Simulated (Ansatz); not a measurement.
**Geometry relaxation, with input and output: SnO2 (part 2 of 2)**

SnO2 (Pnnm, 6 atoms in the cell); DFT PBE, scalar-relativistic, plane waves, PAW, no spin polarisation (Ansatz 0.2.0); cutoff 420 eV, 6×6×8 k-mesh, Gaussian smearing of 0.02 eV. The structure was made by a generator, so it may or may not be a known phase.

Geometry of the input (Å; fractional positions):
```
4.7880  0.0000  0.0000
0.0000  4.8666  0.0000
0.0000  0.0000  3.2409
Sn 0.5000  0.5000  0.5000
Sn 0.0000  0.0000  0.0000
O  0.2919  0.3210  0.0000
O  0.7919  0.1790  0.5000
O  0.2081  0.8210  0.5000
O  0.7081  0.6790  0.0000
```

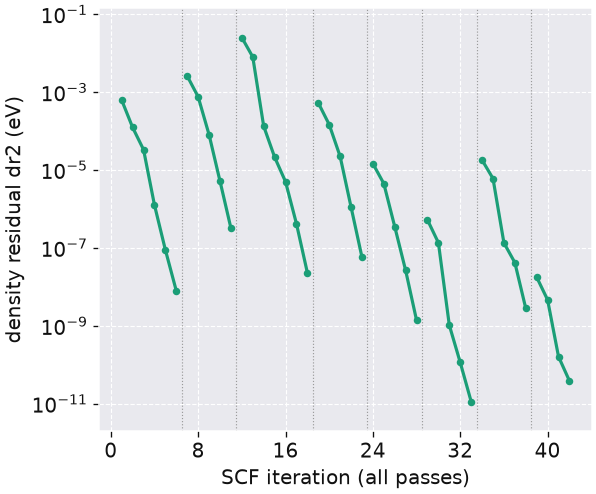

Figure 1. Convergence of the self-consistent field: density residual dr2 against the SCF iteration. The dotted lines part the SCF passes of the relaxation: geometry steps, rejected trials and re-solves on a re-selected basis. The 8 passes take 4 to 7 iterations each, 42 in all.

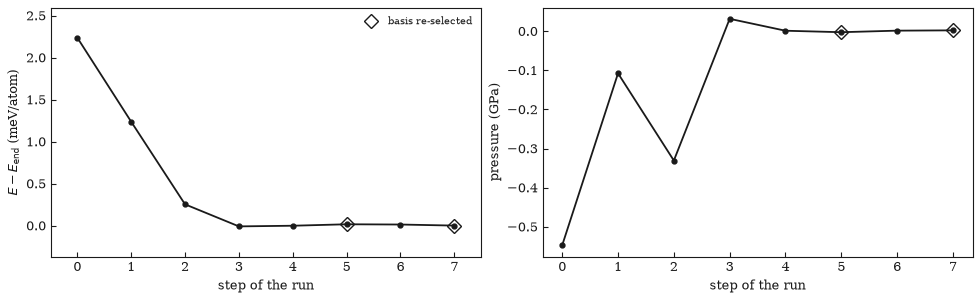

Figure 2. Progress of the relaxation, step by step (the first geometry is step 0 here and step 1 in the log).

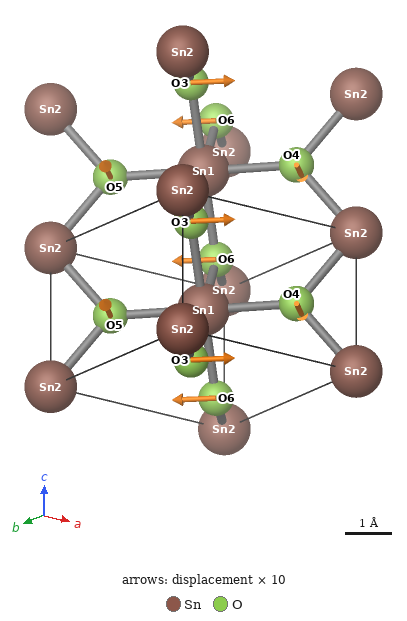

Figure 3. The starting structure with the displacements (without the part carried along by the change of the cell) as orange arrows, magnified 10 times (ball-and-stick view of the cell of the calculation, repeated 1 × 1 × 2, seen at an oblique angle). After 5 geometry steps the energy has fallen by 2.2 meV per atom. Largest force component: 0.06 eV/Å at the start, 0.00013 eV/Å at the end. Pressure: −0.55 GPa at the start and 0.00 GPa at the end. 1 further SCF at an unchanged geometry re-selected the plane-wave basis for the new cell. The largest moves relative to the cell, 0.099 Å, are those of O3, O4, O5 and O6. Sn stays in place. Cell: a 4.788 → 4.827 Å (+0.8 %), b 4.867 → 4.828 Å (−0.8 %), c 3.241 → 3.238 Å (−0.1 %). Volume −0.1 %. The space group (tolerance 0.01 Å) goes from Pnnm (No. 58) to P4_2/mnm (No. 136). The energy change given includes the shifts at the re-selections in mid-walk, which come without any move. A last SCF at the same geometry on a re-selected plane-wave basis shifts the energy by next to nothing (0.0 meV per atom). (Atoms are counted from 1 in the order of the input.)

```
basis re-selected at this cell: Δ(F+E_penalty+E_count) = -7.598e-5 eV, ΔP = +0.001 GPa vs the last step (what re-selecting the basis moved, of the pressure what is left beyond the Pulay correction that the steps carried, after the strain that the cell walked since its last selection, with what the two solves' SCF thresholds leave and, on support functions, any second-order correction that the steps lacked; it is no measure of the basis error at this ecutwfc). This SCF's stress stands 1.66e-2 GPa from its target on what of the cell is left free (relax.cell.stress_tol is 5.00e-2 GPa) and its largest allowed force component is 1.33e-4 eV/Å (relax.f_tol is 1.00e-2 eV/Å): within both
SCF converged after 4 iterations
Free energy (F): -14317.969220 eV
Harris-Foulkes:  -14317.969220 eV  (|F-HF|=3.64e-10)
Internal energy: -14317.969220 eV  (E = F + TS)
E sigma→0 (E₀):  -14317.969220 eV
Fermi energy:    9.081961 eV
--- Per-component energies (eV) ---
  E_band       = -154.727592
  E_kinetic    = 1077.991069
  E_local      = -2963.578851  (includes V_loc(G=0)·N_el)
  E_nonlocal   = 133.835341
  E_hartree    = 1523.960147
  E_xc         = -1053.239333
  E_vxc        = -561.653671  (∫ρ·V_xc dr)
  E_paw        = -8928.352346  (= ΣΔE_a)
  E_vpaw       = -889.251680  (= ΣTr[D̂ρ^β])
  E_aug_tail   = 0.009863  (compensation charges beyond the density's cutoff)
  E_ewald      = -4108.595110
  E_smearing   = -0.000000  (= −TS)
  E_closure    = 0.000000  (closes the sum)
  Σ components = -14317.969220   (vs F -14317.969220, Δ=0.00e0)
--- Forces (eV/Å), atoms counted from 1 ---
  atom   1  Sn     0.00000000    -0.00000000     0.00000000
  atom   2  Sn     0.00000000     0.00000000     0.00000000
  atom   3  O      0.00013334    -0.00007239     0.00000000
  atom   4  O      0.00013334     0.00007239     0.00000000
  atom   5  O     -0.00013334    -0.00007239    -0.00000000
  atom   6  O     -0.00013334     0.00007239     0.00000000
  max |Σ_I F_I| component: 1.58e-30 eV/Å
--- Stress (GPa, compression-positive) ---
        0.016638      -0.000000       0.000000
       -0.000000      -0.007691       0.000000
        0.000000       0.000000      -0.002690
  P = ⅓ Tr σ = 0.0021 GPa (0.021 kbar)
--- Band table (eV; the first three rows and the last of 80) ---
  k-point 0: bands = ["-12.2975", "-11.6398", "-11.4397", "-11.4138", "-11.4138", "-11.3410", "-11.3148", "-11.2458", "-11.2138", "-11.2137", "-9.9092", "-8.1988", "-8.1980", "-6.6817", "0.7839", "4.8490", "4.8508", "4.9721", "5.8409", "6.7622", "6.7747", "7.4919", "7.4926", "8.0050", "8.0065", "8.7417", "9.4222", "14.4463", "14.8199", "14.8222", "18.8838", "18.9672"]
  k-point 1: bands = ["-12.2323", "-11.5712", "-11.5332", "-11.5332", "-11.4160", "-11.3505", "-11.3098", "-11.2462", "-11.2304", "-11.2304", "-9.8243", "-7.9943", "-7.9935", "-6.7842", "0.7840", "4.8363", "4.9833", "4.9849", "5.7538", "5.9396", "6.6294", "6.9576", "6.9582", "8.0286", "8.0299", "8.6238", "10.4343", "14.7230", "15.4424", "15.4448", "17.9170", "19.8943"]
  k-point 2: bands = ["-12.0619", "-11.7861", "-11.7861", "-11.4603", "-11.3523", "-11.3454", "-11.2967", "-11.2630", "-11.2630", "-11.2481", "-9.5430", "-7.5327", "-7.5321", "-7.1060", "0.8331", "4.1782", "4.6429", "5.3004", "5.3008", "6.0021", "6.0027", "6.1970", "6.2264", "7.9339", "7.9352", "8.2887", "12.0180", "15.1083", "16.8177", "16.8200", "17.2964", "20.0062"]
  k-point 79: bands = ["-12.0910", "-12.0910", "-11.6685", "-11.6685", "-11.3074", "-11.3074", "-11.2598", "-11.2598", "-11.2170", "-11.2170", "-8.1969", "-8.1969", "-6.9847", "-6.9847", "1.0078", "1.0078", "3.9725", "3.9725", "6.2362", "6.2362", "6.3165", "6.3165", "7.8274", "7.8274", "7.9640", "7.9640", "13.1056", "13.1056", "17.3678", "17.3678", "19.3193", "19.3193"]
--- Relaxed structure (6 steps of the walk, 6 accepted, 2 SCFs on fresh bases) ---
  F+E_penalty+E_count = -14317.96921978 eV   max|allowed force component| = 1.333e-4 eV/Å   (the final SCF, on the basis selected at the relaxed cell)
  cell:  # Å, volume = 75.4629 Å³
    - [4.82652336872664, 0.0, 0.0]
    - [0.0, 4.828370550619732, 0.0]
    - [0.0, 0.0, 3.2381611843470863]
  atoms:
    - { symbol: Sn, position: [0.49999999999999994, 0.5, 0.5] }
    - { symbol: Sn, position: [6.038436562714172e-20, -5.940937275529677e-20, 0.0] }
    - { symbol: O, position: [0.3064971198914948, 0.30666092752410623, 0.0] }
    - { symbol: O, position: [0.8064971198914948, 0.1933390724758938, 0.5] }
    - { symbol: O, position: [0.1935028801085051, 0.8066609275241063, 0.5] }
    - { symbol: O, position: [0.6935028801085051, 0.6933390724758939, 0.0] }
```

Trajectory as extended XYZ (Å, eV, eV/Å), 8 frames, from step=1 to step=8:
```
6
Lattice="4.7880 0.0000 0.0000 0.0000 4.8666 0.0000 0.0000 0.0000 3.2409" Properties=species:S:1:pos:R:3:forces:R:3 step=1 energy=-14317.95580 pressure_GPa=-0.55
Sn    2.3940    2.4333    1.6204    0.0000   0.0000   0.0000
Sn    0.0000    0.0000    0.0000    0.0000   0.0000   0.0000
O     1.3974    1.5624    0.0000    0.0602  -0.0387   0.0000
O     3.7914    0.8709    1.6204    0.0602   0.0387   0.0000
O     0.9966    3.9957    1.6204   -0.0602  -0.0387   0.0000
O     3.3906    3.3042    0.0000   -0.0602   0.0387   0.0000
6
Lattice="4.7985 0.0000 0.0000 0.0000 4.8548 0.0000 0.0000 0.0000 3.2373" Properties=species:S:1:pos:R:3:forces:R:3 step=2 energy=-14317.96180 pressure_GPa=-0.11
Sn    2.3992    2.4274    1.6186    0.0000   0.0000   0.0000
Sn    0.0000    0.0000    0.0000    0.0000   0.0000   0.0000
O     1.4155    1.5439    0.0000    0.0406  -0.0333   0.0000
O     3.8147    0.8835    1.6186    0.0406   0.0333   0.0000
O     0.9837    3.9713    1.6186   -0.0406  -0.0333   0.0000
O     3.3830    3.3108    0.0000   -0.0406   0.0333   0.0000
6
Lattice="4.8099 0.0000 0.0000 0.0000 4.8436 0.0000 0.0000 0.0000 3.2450" Properties=species:S:1:pos:R:3:forces:R:3 step=3 energy=-14317.96770 pressure_GPa=-0.33
Sn    2.4049    2.4218    1.6225    0.0000   0.0000   0.0000
Sn    0.0000    0.0000    0.0000    0.0000   0.0000   0.0000
O     1.4696    1.4942    0.0000   -0.0333  -0.0370   0.0000
O     3.8745    0.9276    1.6225   -0.0333   0.0370   0.0000
O     0.9353    3.9160    1.6225    0.0333  -0.0370   0.0000
O     3.3402    3.3495    0.0000    0.0333   0.0370   0.0000
6
Lattice="4.8244 0.0000 0.0000 0.0000 4.8297 0.0000 0.0000 0.0000 3.2378" Properties=species:S:1:pos:R:3:forces:R:3 step=4 energy=-14317.96928 pressure_GPa=0.03
Sn    2.4122    2.4149    1.6189    0.0000   0.0000   0.0000
Sn    0.0000    0.0000    0.0000    0.0000   0.0000   0.0000
O     1.4763    1.4823    0.0000    0.0120   0.0100   0.0000
O     3.8885    0.9326    1.6189    0.0120  -0.0100   0.0000
O     0.9359    3.8971    1.6189   -0.0120   0.0100   0.0000
O     3.3481    3.3474    0.0000   -0.0120  -0.0100   0.0000
6
Lattice="4.8221 0.0000 0.0000 0.0000 4.8319 0.0000 0.0000 0.0000 3.2387" Properties=species:S:1:pos:R:3:forces:R:3 step=5 energy=-14317.96923 pressure_GPa=0.00
Sn    2.4110    2.4160    1.6193    0.0000   0.0000   0.0000
Sn    0.0000    0.0000    0.0000    0.0000   0.0000   0.0000
O     1.4769    1.4828    0.0000    0.0002   0.0001   0.0000
O     3.8879    0.9331    1.6193    0.0002  -0.0001   0.0000
O     0.9342    3.8988    1.6193   -0.0002   0.0001   0.0000
O     3.3452    3.3491    0.0000   -0.0002  -0.0001   0.0000
6
Lattice="4.8221 0.0000 0.0000 0.0000 4.8319 0.0000 0.0000 0.0000 3.2387" Properties=species:S:1:pos:R:3:forces:R:3 step=6 energy=-14317.96913 pressure_GPa=-0.00
Sn    2.4110    2.4160    1.6193    0.0000   0.0000   0.0000
Sn    0.0000    0.0000    0.0000    0.0000   0.0000   0.0000
O     1.4769    1.4828    0.0000    0.0003   0.0001   0.0000
O     3.8879    0.9331    1.6193    0.0003  -0.0001   0.0000
O     0.9342    3.8988    1.6193   -0.0003   0.0001   0.0000
O     3.3452    3.3491    0.0000   -0.0003  -0.0001   0.0000
6
Lattice="4.8265 0.0000 0.0000 0.0000 4.8284 0.0000 0.0000 0.0000 3.2382" Properties=species:S:1:pos:R:3:forces:R:3 step=7 energy=-14317.96914 pressure_GPa=0.00
Sn    2.4133    2.4142    1.6191    0.0000   0.0000   0.0000
Sn    0.0000    0.0000    0.0000    0.0000   0.0000   0.0000
O     1.4793    1.4807    0.0000    0.0001  -0.0001   0.0000
O     3.8926    0.9335    1.6191    0.0001   0.0001   0.0000
O     0.9339    3.8949    1.6191   -0.0001  -0.0001   0.0000
O     3.3472    3.3477    0.0000   -0.0001   0.0001   0.0000
6
Lattice="4.8265 0.0000 0.0000 0.0000 4.8284 0.0000 0.0000 0.0000 3.2382" Properties=species:S:1:pos:R:3:forces:R:3 step=8 energy=-14317.96922 pressure_GPa=0.00
Sn    2.4133    2.4142    1.6191    0.0000   0.0000   0.0000
Sn    0.0000    0.0000    0.0000    0.0000   0.0000   0.0000
O     1.4793    1.4807    0.0000    0.0001  -0.0001   0.0000
O     3.8926    0.9335    1.6191    0.0001   0.0001   0.0000
O     0.9339    3.8949    1.6191   -0.0001  -0.0001   0.0000
O     3.3472    3.3477    0.0000   -0.0001   0.0001   0.0000
```

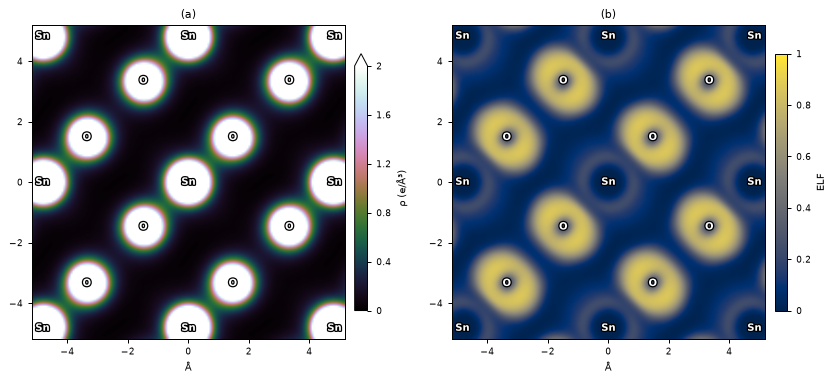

Figure 4. (a) valence electron density; (b) electron localisation function on the (001) plane of the conventional cell. Atoms in the plane: Sn and O. Sn–O (2.09 Å): ρ is about 0.61 e/Å³ halfway; the ELF is about 0.25 at the midpoint. Away from the nuclei the density in this plane falls to 0.03 e/Å³ at its lowest. Core electrons are frozen (PAW), so the fields are smoothed inside the atomic spheres.

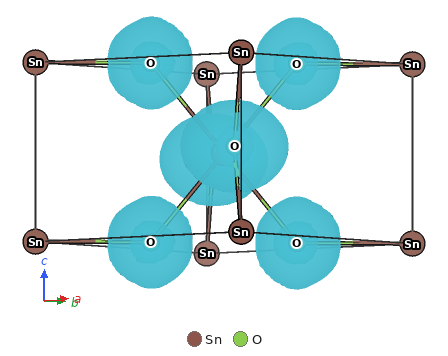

Figure 5. Isosurface of the electron localisation function at 0.7 (cyan), seen at an oblique angle. Core shells and regions of very low density are left out. Sticks mark near contacts. The outline is the cell set on symmetry axes. Values along the shortest contacts: Sn–O (2.09 Å): the ELF is about 0.25 at the midpoint.

Results in brief:

| quantity | value |
| --- | --- |
| outcome | converged |
| space group (tolerance 0.01 Å) | Pnnm (58) → P4₂/mnm (136) |
| electrons treated | 52 |
| free energy | −14317.9692 eV |
| Fermi energy | 9.082 eV |
| gap on the k-point mesh | 0.68 eV |
| pressure | 0.00 GPa |
| final volume | 75.46 Å³ |
| largest force (length of the vector) at the end | under 0.001 eV/Å |
| final cell | a = 4.827 Å, b = 4.828 Å, c = 3.238 Å, α = 90.00°, β = 90.00°, γ = 90.00° |
| wall time | 82 s |
| peak memory | 0.43 GiB |
